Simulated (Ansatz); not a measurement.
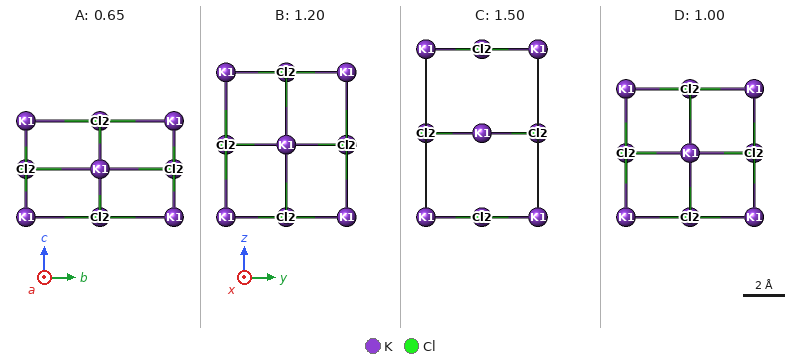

A scan of solid KCl (Fm-3m): the ratio of the cell's length along z to its lengths across, counted as 1 for the reference, is changed at fixed volume (a tetragonal or Bain path), with the atoms kept at their fractional coordinates. x, y and z are the Cartesian axes of the input. Style: ball-and-stick. Shown: the conventional cell (4 times the calculation's cell), along the a axis. Lengths and directions refer to the drawn axes.

These are results of Ansatz 0.2.0, DFT r2SCAN, scalar-relativistic, plane waves, PAW, not measurements. Settings: plane-wave cutoff 500 eV; k-point mesh 8 × 8 × 8; occupations gaussian; smearing width 0.05 eV; no spin polarisation. Energies (free energies at the smearing named) are counted from the cell as listed in its source, which wasn't relaxed.

Question: Rank the frames from lowest to highest energy.

Answer: Lowest first: D (the relative ratio 1.00, 0 meV/atom), B (the relative ratio 1.20, 70 meV/atom), C (the relative ratio 1.50, 337 meV/atom), A (the relative ratio 0.65, 1048 meV/atom). Over the whole scan: of the computed points the lowest is at the relative ratio 1.00, 0 meV/atom. The distortion takes the space group from Fm-3m to I4/mmm. At the relative ratio 1.50 the cell of the drawing goes a 6.312 → 5.514 Å, b 6.312 → 5.514 Å, c 6.312 → 8.271 Å.
